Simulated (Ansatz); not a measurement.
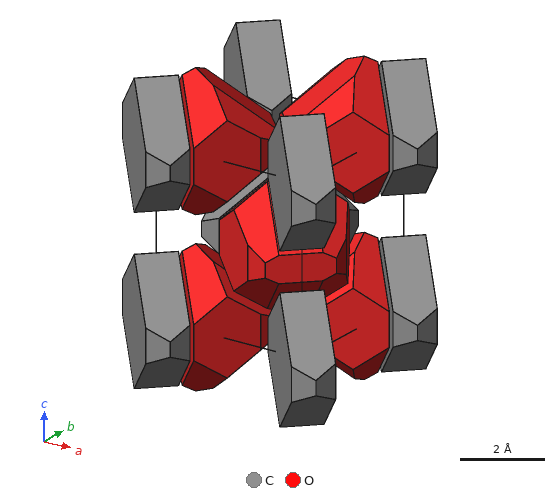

Computed Voronoi cells of the atoms in the unit cell of CO2 (space group P4_2/mnm (No. 136), a = 4.260 Å, b = 4.260 Å, c = 4.569 Å, α = 90.00°, β = 90.00°, γ = 90.00°), coloured by the element inside, shrunk a little to part them. Source: the geometry relaxed at fixed volume with DFT PBE+D3(BJ), scalar-relativistic, plane waves, PAW in Ansatz.

```json
{"site": "C", "Wyckoff": "2a", "x": "0.5000", "y": "0.5000", "z": "0.5000"}
{"site": "O", "Wyckoff": "4f", "x": "0.3061", "y": "0.6939", "z": "0.5000"}
```

### What share of the volume falls to each element, and how large are the cells?

O: 15.8 Å³ per atom, 76 % of the volume; C: 9.9 Å³ per atom, 24 % of the volume. The partition uses no radii, so it reflects positions alone and not ionic sizes.
